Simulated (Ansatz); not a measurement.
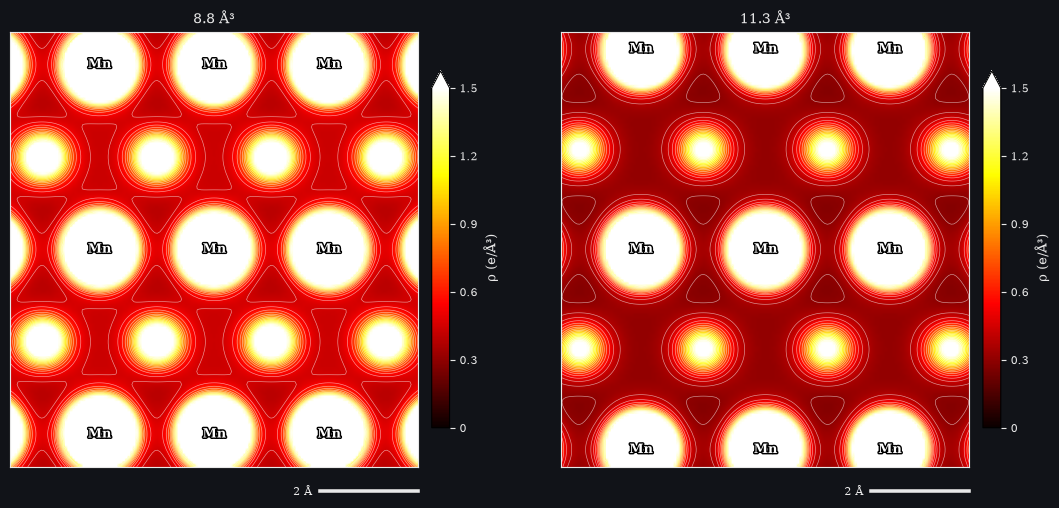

Mn. The valence charge density (pseudo) of cells scaled evenly to different volumes (given per atom above each panel), on the (100) plane of each (indices in the axes of the cell below), at one length scale and on one colour scale.

A generated structure, not necessarily the stable one; computed without spin polarisation.

The calculation used Ansatz 0.2.0, DFT, LDA (PW92), plane waves (420 eV) with PAW, scalar-relativistic.

Core electrons are frozen (PAW), and the valence fields are smoothed inside the atomic spheres.

The largest cell:

```yaml
crystal:
  lattice:
    - [2.52771, 0.00000, 0.00000]
    - [-1.26386, 2.18906, 0.00000]
    - [0.00000, 0.00000, 8.13952]
  atoms:
    - { symbol: Mn, position: [0.00000, 0.00000, 0.00000] }
    - { symbol: Mn, position: [0.00000, 0.00000, 0.50000] }
    - { symbol: Mn, position: [0.33333, 0.66667, 0.25000] }
    - { symbol: Mn, position: [0.66667, 0.33333, 0.75000] }
```

| volume (Å³/atom) | Mn–Mn contact in the plane (Å) | ρ at its midpoint (e/Å³) | pressure (GPa) | 
| --- | --- | --- | --- |
| 8.85 | 2.332 | 0.488 | 55.6 | 
| 9.25 | 2.367 | ? | ? | 
| 11.26 | 2.528 | 0.348 | −29.2 | 

**Estimate the missing row, and compare with the calculation.**

Over the known rows ln ρ falls by 1.73 per Å of Mn–Mn distance (the line through the two), which gives 0.459 e/Å³ at 2.367 Å; the calculation gives 0.459 e/Å³. For the pressure, a straight line in volume between the neighbouring rows gives 41.5 GPa; the calculation gives 32.9, lower because pressure rises ever faster on compression.
